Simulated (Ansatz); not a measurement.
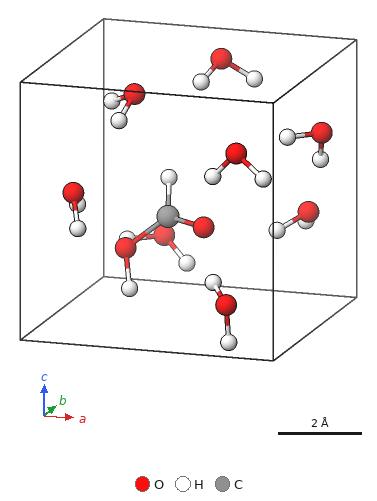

Starting frame of a dynamics run of a periodic cell with 8 H2O + 1 HCOOH at 1.158 g/cm³. A ball-and-stick model of the simulation cell, seen slightly off an axis.

The calculation used DFT PBE-D3(BJ), scalar-relativistic, plane waves, PAW in Ansatz 0.2.0.

The input:
```yaml
crystal:
  lattice:
    - [6.484777, 0.0, 0.0]
    - [0.0, 6.484777, 0.0]
    - [0.0, 0.0, 6.484777]
  atoms:
    - { symbol: O, position: [0.25419311, 0.95717999, 0.19207229] }
    - { symbol: H, position: [0.14045444, 0.85789963, 0.19150409] }
    - { symbol: H, position: [0.36397396, 0.89443124, 0.10774539] }
    - { symbol: O, position: [0.99536765, 0.59585425, 0.7379076] }
    - { symbol: H, position: [0.96372963, 0.67664365, 0.61226009] }
    - { symbol: H, position: [0.89760618, 0.4803344, 0.7411917] }
    - { symbol: O, position: [0.88094634, 0.78424854, 0.37556132] }
    - { symbol: H, position: [0.8290562, 0.91050837, 0.30581895] }
    - { symbol: H, position: [0.79321566, 0.67397234, 0.32396722] }
    - { symbol: O, position: [0.54572738, 0.75601383, 0.94927084] }
    - { symbol: H, position: [0.65681188, 0.81501641, 0.8656004] }
    - { symbol: H, position: [0.50999452, 0.62198706, 0.88968313] }
    - { symbol: O, position: [0.1582652, 0.15537279, 0.54561026] }
    - { symbol: H, position: [0.13319594, 0.28222443, 0.46729501] }
    - { symbol: H, position: [0.2066378, 0.06144534, 0.4338007] }
    - { symbol: O, position: [0.78691372, 0.20170039, 0.73734515] }
    - { symbol: H, position: [0.90970921, 0.15175217, 0.66061801] }
    - { symbol: H, position: [0.68401005, 0.23196541, 0.63249822] }
    - { symbol: O, position: [0.32073189, 0.39544331, 0.88280929] }
    - { symbol: H, position: [0.20347655, 0.47981549, 0.82569813] }
    - { symbol: H, position: [0.30310161, 0.26354681, 0.81062048] }
    - { symbol: O, position: [0.77182107, 0.12589674, 0.16708898] }
    - { symbol: H, position: [0.68416413, 0.2365318, 0.22027719] }
    - { symbol: H, position: [0.7757909, 0.14514786, 0.01766527] }
    - { symbol: O, position: [0.25432334, 0.4914952, 0.2567995] }
    - { symbol: C, position: [0.41071262, 0.52583258, 0.38325248] }
    - { symbol: O, position: [0.5794522, 0.44017749, 0.3756313] }
    - { symbol: H, position: [0.29464716, 0.41619909, 0.12142169] }
    - { symbol: H, position: [0.37434677, 0.6474048, 0.50161271] }
basis:
  ecutwfc: 420.0
kpoints:
  mp_grid: { grid: [1, 1, 1] }
hamiltonian:
  xc: pbe
  dispersion: d3bj
scf:
  occupations: { method: fermi_dirac, width: 0.05 }
  lower_state_search: "off"
md:
  timestep: 0.5
  n_steps: 300
  ensemble: nvt_langevin
  temperature: 350.0
  initial_velocities: maxwell_boltzmann
  seed: 258014
  friction: 0.02
  masses: [{ species: H, mass: 2.014 }]
```

Launched with:
```bash
ansatz run input.yaml --threads 1 --pin off --max-ram 3072MiB --backend cpu --events-out ev --progress --plain --runs-dir out
```

**Predict how the run goes.**

Over the second half the temperature averages 308 K (spread ±39 K). The potential energy in the second half lies on average 38.4 meV per atom above the first frame. In the second half of the run the atoms are, in the root-mean-square, this far from where they began (common drift taken out): H 0.48 Å, O 0.36 Å, C 0.24 Å. The heavy atoms stay within a fraction of a molecule's size of their starting places; so short a run doesn't tell a liquid from a solid.

Along the run (each row but the first and the last is the mean over the interval that it begins):

```json
{"time (fs)": "0.0", "potential energy (meV/atom)": "0.0", "T (K)": "338"}
{"time (fs)": "25.0", "potential energy (meV/atom)": "26.3", "T (K)": "288"}
{"time (fs)": "50.0", "potential energy (meV/atom)": "29.5", "T (K)": "311"}
{"time (fs)": "75.0", "potential energy (meV/atom)": "39.5", "T (K)": "332"}
{"time (fs)": "100.0", "potential energy (meV/atom)": "36.9", "T (K)": "324"}
{"time (fs)": "125.0", "potential energy (meV/atom)": "38.8", "T (K)": "268"}
{"time (fs)": "150.0", "potential energy (meV/atom)": "37.2", "T (K)": "296"}
```

The paths of the atoms:

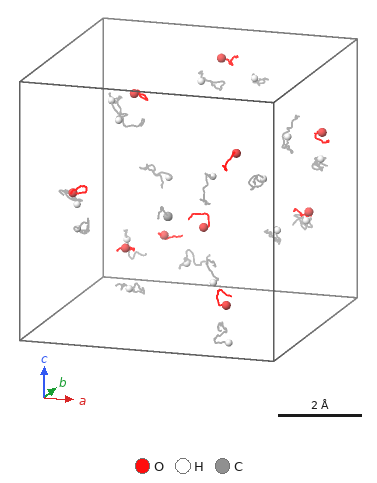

Limits of the set-up: masses were changed (H 2.014 u), which shifts the vibrations; the periodic images lie only 6.5 Å apart, so the values are limited by the cell's size.

The run took 8 min on 1 thread of Arm Neoverse V1, with other jobs on the host, peak memory 0.35 GiB.
